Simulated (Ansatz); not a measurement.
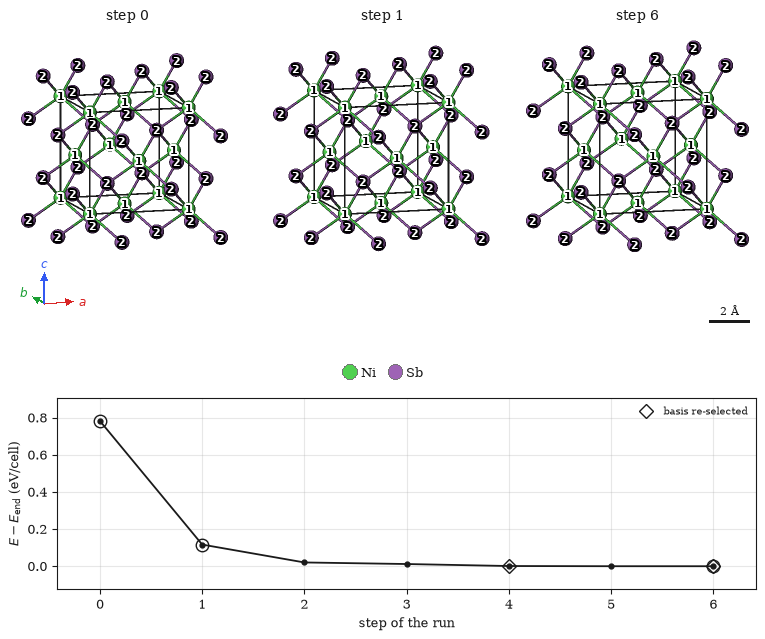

Frames of a relaxation of crystalline NiSb (built on the zinc blende_216 type) (coarse preliminary run), marked on the history of the run. A ball-and-stick model of the conventional cell (4 times the calculation's cell), seen slightly off an axis. Lengths and directions refer to the drawn axes.

Case: zinc blende type (F-43m, No. 216).

Method: DFT PBE, scalar-relativistic, plane waves, PAW in Ansatz 0.2.0. (plane-wave cutoff 420 eV; k-point mesh 6 × 6 × 6; occupations gaussian; smearing width 0.1 eV; no spin polarisation; cell and atoms relaxed; force threshold 0.04 eV/Å; at most 70 steps)

Question: Describe the path.

Answer: The atoms keep their places relative to the cell (all moves are under 0.005 Å). The drawn cell changes as follows: a = b = c 5.268 → 5.707 Å (+8.3 %); the volume changes by +27.1 %. Among the contacts that change: Ni1–Sb2 2.281 → 2.471 Å. The space group stays F-43m (No. 216). After 4 accepted moves (6 points after the start) the energy has fallen by 0.782 eV per cell of the calculation. All forces vanish by symmetry, so only the cell relaxes. Pressure: 31.61 GPa at the start and 0.09 GPa at the end. At 2 points the geometry stayed and the basis and grid were re-selected for the new cell (energy shift of 10.8 meV per cell of the calculation at most each time). From step 0 to 1: volume +15.3 %, energy −0.666 eV per cell of the calculation. From step 1 to 6: volume +10.2 %, energy −0.117 eV per cell of the calculation.

```json
{"step": "0", "E − E(0), meV/atom": "0.00", "pressure, GPa": "31.61", "volume, Å³/atom": "18.276", "note": ""}
{"step": "1", "E − E(0), meV/atom": "-332.80", "pressure, GPa": "9.12", "volume, Å³/atom": "21.082", "note": ""}
{"step": "2", "E − E(0), meV/atom": "-380.95", "pressure, GPa": "2.39", "volume, Å³/atom": "22.478", "note": ""}
{"step": "3", "E − E(0), meV/atom": "-385.18", "pressure, GPa": "0.26", "volume, Å³/atom": "23.019", "note": ""}
{"step": "4", "E − E(0), meV/atom": "-390.56", "pressure, GPa": "0.78", "volume, Å³/atom": "23.019", "note": "same geometry, new basis"}
{"step": "5", "E − E(0), meV/atom": "-391.08", "pressure, GPa": "0.09", "volume, Å³/atom": "23.231", "note": ""}
{"step": "6", "E − E(0), meV/atom": "-391.12", "pressure, GPa": "0.09", "volume, Å³/atom": "23.231", "note": "same geometry, new basis"}
```
